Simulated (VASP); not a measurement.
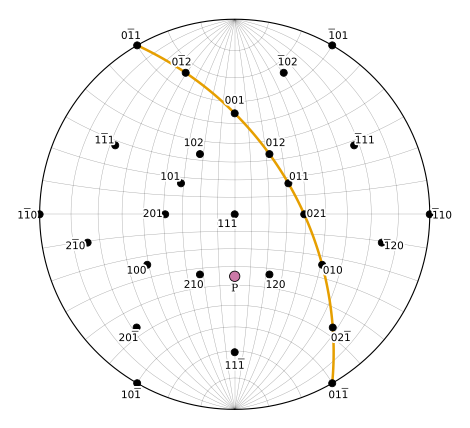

For KI, the geometry relaxed with VASP, VASP Kohn-Sham DFT of a periodic cell, HSE06, VASP PAW PBE potentials, recommended: stereographic projection of plane normals (upper hemisphere) centred on (1 1 1). Geometry calculated from the standardised cell; symmetry tolerance 0.002 Å.

a = 7.148 Å, b = 7.148 Å, c = 7.148 Å, α = 90.00°, β = 90.00°, γ = 90.00°.

Question: Index the pole marked P.

Answer: P is (1 1 0), 35.3° from the centre.

Question: Which zone does the coloured great circle trace?

Answer: The zone [1 0 0]: its poles satisfy h = 0.

Question: What is the angle between the normals of (0 0 1) and (1 −1 1), and what are their d_hkl = 1/|g|?

Answer: 54.7°; d = 7.148 Å and 4.127 Å.
